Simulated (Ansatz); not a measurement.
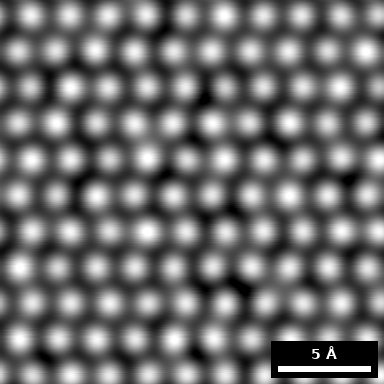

An image along [100] of one of the structures below (computed or model cells, partly hypothetical, each in its standard cell). Simulated as the projected potential of neutral atoms (B = 0.5 Å²) blurred by a 1.08 Å probe, the thin-sample limit of integrated differential phase contrast. The display is stretched by a gamma of 0.8; percentages refer to the linear signal. A slight drift and the speckle of an amorphous layer were added.

A. Co
Space group Fd-3m:1 (No. 227). a = 5.035 Å, b = 5.035 Å, c = 5.035 Å, α = 90.00°, β = 90.00°, γ = 90.00°
```json
{"atom": "Co", "site": "8b", "symmetry": "-43m", "x": "0.2500", "y": "0.2500", "z": "0.7500"}
```

B. Co
Space group P6_3/mmc (No. 194). a = 2.430 Å, b = 2.430 Å, c = 3.916 Å, α = 90.00°, β = 90.00°, γ = 120.00°
| atom | site | symmetry | x | y | z |
| --- | --- | --- | --- | --- | --- |
| Co | 2c | -6m2 | 0.6667 | 0.3333 | 0.7500 |

C. Co
Space group P6/mmm (No. 191). a = 3.909 Å, b = 3.909 Å, c = 2.406 Å, α = 90.00°, β = 90.00°, γ = 120.00°
| atom | site | symmetry | x | y | z |
| --- | --- | --- | --- | --- | --- |
| Co | 1a | 6/mmm | 0.0000 | 0.0000 | 0.0000 |
| Co | 2d | -6m2 | 0.3333 | 0.6667 | 0.5000 |

D. Co
Space group Pm-3n (No. 223). a = 4.510 Å, b = 4.510 Å, c = 4.510 Å, α = 90.00°, β = 90.00°, γ = 90.00°
| atom | site | symmetry | x | y | z |
| --- | --- | --- | --- | --- | --- |
| Co | 2a | m-3. | 0.0000 | 0.0000 | 0.0000 |
| Co | 6c | -4m.2 | 0.2500 | 0.0000 | 0.5000 |

> Which of them gives this image?

B, Co. Along [100] the projected cells are A 1.78 × 1.78 Å, 90°; B 2.10 × 3.92 Å, 90°; C 2.41 × 3.39 Å, 90°; D 4.51 × 4.51 Å, 90°. The image repeats as B does.

Structure B: the geometry relaxed with DFT, LDA (PW92), plane waves (420 eV) with PAW, scalar-relativistic in Ansatz; the starting structure was generated, so it need not be a known form of this composition.
